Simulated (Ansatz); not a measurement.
## Run report: Co, single-point calculation

Co (2 atoms in the cell), computed with DFT, BLYP, plane waves (420 eV) with PAW, scalar-relativistic, spin-polarised (Ansatz 0.2.0).

It belongs to a series of runs on one base structure; here: volume × 1.12. Figures and captions count atoms from 1; the log counts them from 0 in places.

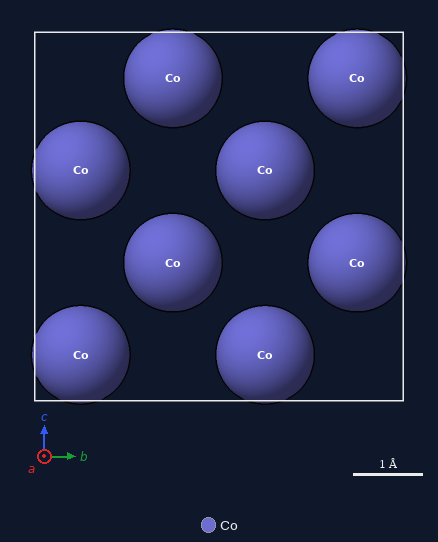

Figure 1. The input geometry (spheres-only view of the cell 4 times as large as that of the calculation, set on its symmetry axes, along the a axis).

## Results in brief

- outcome: converged
- space group (tolerance 0.01 Å): Fd-3m (227)
- electrons treated: 34
- free energy: −10266.5545 eV
- Fermi energy: 9.069 eV
- net moment of the cell: 3.54 μB
- integrated absolute moment: 3.82 μB
- pressure: −7.69 GPa
- hardware: 2 threads of Arm Neoverse V1, 112 GiB of memory available, shared host
- wall time: 8.7 s (CPU time 15 s)
- peak memory: 0.36 GiB

The cell is under a tension of 7.7 GPa at this level, so it is not at its equilibrium volume.

## Input file
```yaml
crystal:
  lattice:
    - [0.0, 2.6774528184, 2.6774528184]
    - [2.6774528184, 0.0, 2.6774528184]
    - [2.6774528184, 2.6774528184, 0.0]
  atoms:
    - { symbol: Co, position: [0.125, 0.125, 0.125], spin: 1.736 }
    - { symbol: Co, position: [0.875, 0.875, 0.875], spin: 1.736 }
hamiltonian:
  xc: blyp
  pseudopotentials:
    kind: paw
    azcp:
      Co: "pseudopotentials/Co.paw.azcp"
basis:
  ecutwfc: 420
  fft_grid_basis: typed
kpoints:
  mp_grid: { grid: [12, 12, 12], shift: [0, 0, 0] }
magnetization:
  spin_polarized: true
scf:
  occupations: { method: fermi_dirac, width: 0.05 }
  lower_state_search: "off"
output:
  stress: true
  write_density: true
  write_potential: true
  elf: true
  volumetric_format: npy
```

## What the program printed
```
Engine: ansatz 0.2.0, aarch64-unknown-linux-gnu
Pseudopotentials: kind: paw
Pseudopotential: Co, paw, valence charge 17, recommended cutoff 420 eV (normal), [file]
Functional definition: BLYP
  parameter beta = 0.0042
  parameter a = 0.04918
  parameter b = 0.132
  parameter c = 0.2533
  parameter d = 0.349
  exchange = b88_x(beta = beta)
  correlation = lyp_c(a = a, b = b, c = c, d = d)
Crystal: 2 atoms, lattice volume = 38.388 Å³
Basis set: ecut = 420 eV, 749 PW (Γ), exchange–correlation on 54×54×54 points (8 copies of the dense FFT grid, shifted against one another)
Bands: 23, of which v1, the nominal top of the filled ones, is band 17 counted from 1 (16 counted from 0)
Symmetry: 48 space group operations
Space group: Fd-3m (ITA 227), of the structure as read, at distance tolerance 3.4e-5 Å
Magnetic group: BNS 227.128 (UNI 1630), of the structure as read, at distance tolerance 3.4e-5 Å
k-points: 72 of 1728
Non-local potential: Co, projectors of the file, l = 0: 3, l = 1: 2, l = 2: 3, l = 3: 1
PAW form: soft (Blöchl's): semilocal exchange-correlation on the pseudo side does not see the compensation charge
PAW frozen core: Co, regenerated for the run's functional, and the local potential with it (the file was generated under x = pbe(κ = 0.804, μ = 0.2195149727645171), c = pbe(β = 0.06672455060314922))
PAW one-centre angular grid: Co, 590 points (default); XC on 64 Gauss nodes
Initial density: superposition of atomic densities (chi_scale 0.1, normalization cell)
Starting moments: Σ|m| = 3.472 μB on 2 of 2 sites
Initial wavefunctions: pseudopotential atomic-orbital guess
Functional: x = b88, c = lyp
SCF iter   1: F=—  HF=-10267.102857 eV  |F-HF|=—  |Δ(HF+E_count)|=         —  Δρ=7.15e-2 (↑7.15e-2 ↓4.02e-2)  dr2=3.94e0  dr2_m=1.68e-1  M=3.209 μB ∫|m|=3.258 μB  β_m=1.00  ethr=3.10e-3  ⟨swp⟩=5.4  Hψ=13052  notcnv=0
preconditioner: auto → Kerker (q_TF=auto, 2.674 Å⁻¹)  [metal: Δε(μ)=0.010 eV  Ē_g=6.713 eV  σ=0.050 eV  W_gap=0.05  n_scr=14 (ndim 8)  ℏωp=25.4 eV  f_vac=0.002  D(μ)=3.06/eV (n_scr^D=26)]
spin=Collinear: Kerker preconditioning applied to the charge; magnetization (m = ρ↑ − ρ↓) channel mixes plain (no charge-response kernel on spin).
SCF iter   2: F=—  HF=-10266.626590 eV  |F-HF|=—  |Δ(HF+E_count)|=   4.76e-1  Δρ=2.45e-2 (↑2.21e-2 ↓2.45e-2)  dr2=4.60e-1  dr2_m=1.04e-1  M=3.371 μB ∫|m|=3.526 μB  β_m=1.00  ethr=3.10e-3  ⟨swp⟩=2.2  Hψ=6533  notcnv=0  defer=27
SCF iter   3: F=—  HF=-10266.529525 eV  |F-HF|=—  |Δ(HF+E_count)|=   9.71e-2  Δρ=1.28e-2 (↑1.28e-2 ↓1.21e-2)  dr2=3.09e-1  dr2_m=5.41e-3  M=3.402 μB ∫|m|=3.593 μB  β_m=1.00  ethr=1.35e-3  ⟨swp⟩=2.0  Hψ=4498  notcnv=0  defer=27
SCF iter   4: F=—  HF=-10266.461474 eV  |F-HF|=—  |Δ(HF+E_count)|=   6.81e-2  Δρ=9.36e-3 (↑4.15e-3 ↓9.36e-3)  dr2=2.26e-2  dr2_m=1.06e-2  M=3.474 μB ∫|m|=3.689 μB  β_m=1.00  ethr=9.10e-4  ⟨swp⟩=2.7  Hψ=5635  notcnv=0  defer=27
SCF iter   5: F=—  HF=-10266.492003 eV  |F-HF|=—  |Δ(HF+E_count)|=   3.05e-2  Δρ=6.29e-3 (↑3.33e-3 ↓6.29e-3)  dr2=2.21e-2  dr2_m=1.36e-3  M=3.498 μB ∫|m|=3.726 μB  β_m=1.00  ethr=6.66e-5  ⟨swp⟩=1.1  Hψ=4089  notcnv=0  defer=27
SCF iter   6: F=—  HF=-10266.517753 eV  |F-HF|=—  |Δ(HF+E_count)|=   2.57e-2  Δρ=3.10e-3 (↑3.10e-3 ↓1.93e-3)  dr2=6.00e-3  dr2_m=1.43e-4  M=3.497 μB ∫|m|=3.735 μB  β_m=0.30  ethr=6.49e-5  ⟨swp⟩=2.0  Hψ=6570  notcnv=0  defer=27
Mixer restart at iter 6: flushing history
spin-set hold released at iteration 6 (site moments contracting): the magnetisation degrees of freedom join the quasi-Newton model from the next iteration; the mixer history was flushed
SCF iter   7: F=—  HF=-10266.535272 eV  |F-HF|=—  |Δ(HF+E_count)|=   1.75e-2  Δρ=2.62e-3 (↑2.62e-3 ↓5.71e-4)  dr2=2.08e-3  dr2_m=6.18e-4  M=3.508 μB ∫|m|=3.752 μB  β_m=0.65  ethr=1.76e-5  ⟨swp⟩=2.1  Hψ=5585  notcnv=0  defer=26
SCF iter   8: F=—  HF=-10266.555747 eV  |F-HF|=—  |Δ(HF+E_count)|=   2.05e-2  Δρ=4.10e-3 (↑4.10e-3 ↓1.70e-3)  dr2=7.49e-3  dr2_m=5.33e-4  M=3.529 μB ∫|m|=3.794 μB  β_m=0.58  ethr=6.13e-6  ⟨swp⟩=2.0  Hψ=6332  notcnv=0  defer=26
SCF iter   9: F=—  HF=-10266.554296 eV  |F-HF|=—  |Δ(HF+E_count)|=   1.45e-3  Δρ=1.99e-3 (↑5.77e-4 ↓1.99e-3)  dr2=3.89e-4  dr2_m=5.36e-4  M=3.541 μB ∫|m|=3.809 μB  β_m=0.74  ethr=6.13e-6  ⟨swp⟩=2.0  Hψ=6650  notcnv=0  defer=26
SCF iter  10: F=—  HF=-10266.554595 eV  |F-HF|=—  |Δ(HF+E_count)|=   2.99e-4  Δρ=1.16e-3 (↑2.84e-4 ↓1.16e-3)  dr2=4.11e-4  dr2_m=7.35e-5  M=3.542 μB ∫|m|=3.813 μB  β_m=0.87  ethr=1.14e-6  ⟨swp⟩=2.1  Hψ=5180  notcnv=0  defer=23
SCF iter  11: F=—  HF=-10266.554549 eV  |F-HF|=—  |Δ(HF+E_count)|=   4.58e-5  Δρ=1.96e-5 (↑1.67e-5 ↓1.96e-5)  dr2=3.30e-7  dr2_m=6.03e-9  M=3.542 μB ∫|m|=3.815 μB  β_m=0.80  ethr=1.14e-6  ⟨swp⟩=2.2  Hψ=4420  notcnv=0  defer=23
SCF iter  12: F=—  HF=-10266.554548 eV  |F-HF|=—  |Δ(HF+E_count)|=   7.28e-7  Δρ=4.94e-5 (↑4.59e-5 ↓4.94e-5)  dr2=1.58e-6  dr2_m=1.28e-8  M=3.542 μB ∫|m|=3.814 μB  β_m=0.90  ethr=2.94e-10  ⟨swp⟩=10.4  Hψ=23806  notcnv=0
SCF iter  13: F=-10266.554548 eV  HF=-10266.554548 eV  |F-HF|=2.17e-8  |Δ(HF+E_count)|=   5.01e-8  Δρ=4.72e-6 (↑4.72e-6 ↓3.27e-6)  dr2=1.46e-8  dr2_m=5.23e-10  M=3.542 μB ∫|m|=3.814 μB  ethr=2.94e-10  ⟨swp⟩=6.1  Hψ=20921  notcnv=0
SCF 1 converged in 13 iterations: F = -10266.554548 eV  dr2 = 1.46e-8
  greatest PAW one-centre occupation: 1.002 electrons in one spin orbital (limit 2), on the Co atom at site 1 (counted from 0), in its partial waves of l = 1
```

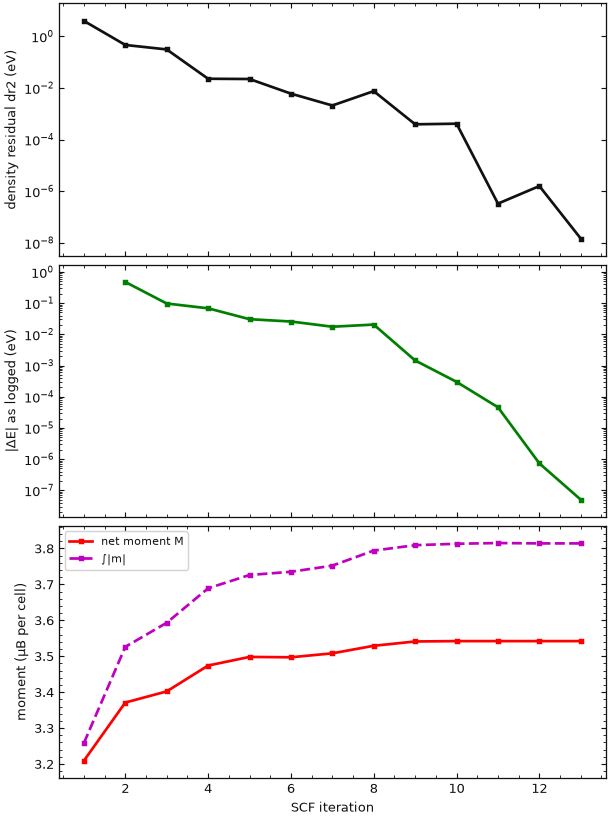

Figure 2. Convergence of the self-consistent field: density residual dr2, size of the energy change and magnetic moment against the SCF iteration. The residual falls unevenly and jumps up by a factor of two or more 2 times on the way down. The net moment goes from 3.2 to 3.5 μB per cell.

```
SCF converged after 13 iterations
Magnetization: 3.5419 μB (18.7709 up, 15.2291 down)
Absolute magnetization: 3.8156 μB (∫|ρ↑−ρ↓|, with the PAW one-centre terms)
Spin contamination: 0.0826 ħ² per cell (⟨S²⟩ above its minimum at these occupations)
Per-site moments (μB) at R_I (Å): [(1.808267031836843, 0.956481140244565), (1.8082670318368426, 0.956481140244565)]
Free energy (F): -10266.554548 eV
Harris-Foulkes:  -10266.554548 eV  (|F-HF|=2.17e-8)
Internal energy: -10266.537067 eV  (E = F + TS)
E sigma→0 (E₀):  -10266.545807 eV
Entropy (-TS):   -0.017482 eV (-8.741 meV/atom)
Fermi energy:    9.069438 eV
--- Per-component energies (eV) ---
  E_band       = -798.955262
  E_kinetic    = 903.355031
  E_local      = -7828.721963  (includes V_loc(G=0)·N_el)
  E_nonlocal   = 913.511417
  E_hartree    = 3300.054539
  E_xc         = -310.390883
  E_vxc        = -398.503283  (∫ρ·V_xc dr)
  E_paw        = -3058.077169  (= ΣΔE_a)
  E_vpaw       = -988.709086  (= ΣTr[D̂ρ^β])
  E_aug_tail   = 0.000107  (compensation charges beyond the density's cutoff)
  E_ewald      = -4186.282326
  E_core_change = 0.014181  (= ΣΔE_core)
  E_smearing   = -0.017482  (= −TS)
  E_closure    = -0.000000  (closes the sum)
  Σ components = -10266.554548   (vs F -10266.554548, Δ=0.00e0)
--- Stress (GPa, compression-positive) ---
       -7.685106       0.000000      -0.000000
        0.000000      -7.685106       0.000000
        0.000000       0.000000      -7.685106
  P = ⅓ Tr σ = -7.6851 GPa (-76.851 kbar)
--- Band table (eV; the first three rows and the last of 144) ---
  k-point 0 ↑: bands = ["-86.6064", "-86.5179", "-50.0160", "-50.0160", "-50.0160", "-49.8361", "-49.8361", "-49.8361", "3.2998", "6.0468", "6.0468", "6.1913", "6.1913", "6.1913", "7.4608", "7.4608", "7.4608", "8.1830", "8.1830", "19.6655", "19.6655", "19.6655", "20.2679"]
  k-point 1 ↑: bands = ["-86.6052", "-86.5190", "-50.0173", "-50.0173", "-50.0154", "-49.8369", "-49.8348", "-49.8348", "3.4107", "6.0063", "6.0063", "6.1947", "6.2530", "6.2530", "7.4332", "7.4522", "7.4522", "8.1876", "8.1876", "17.8515", "19.0316", "19.0316", "20.9580"]
  k-point 2 ↑: bands = ["-86.6020", "-86.5223", "-50.0206", "-50.0206", "-50.0137", "-49.8390", "-49.8316", "-49.8316", "3.7358", "5.9642", "5.9642", "6.2081", "6.3452", "6.3452", "7.3611", "7.4411", "7.4411", "8.1965", "8.1965", "15.6791", "18.2813", "18.2813", "21.0443"]
  k-point 71 ↓: bands = ["-84.3723", "-84.3723", "-47.9385", "-47.9385", "-47.8043", "-47.8043", "-47.6689", "-47.6689", "7.1816", "7.1816", "7.5695", "7.5695", "8.3535", "8.3535", "8.6961", "8.6961", "10.3126", "10.3126", "11.2517", "11.2517", "12.2151", "12.2151", "21.9682"]
```

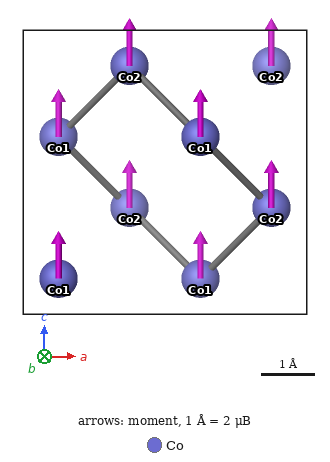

Figure 3. Magnetic moments of the sites as pink arrows (ball-and-stick view of the cell 4 times as large as that of the calculation, set on its symmetry axes, along the b axis; atoms are numbered from 1 in the order of the input); small moments hardly show. The run is collinear, so the axis drawn is arbitrary. Site moments: Co1, Co2 (1.81 μB). They are counted near the atoms and needn't add up to the moment of the cell.
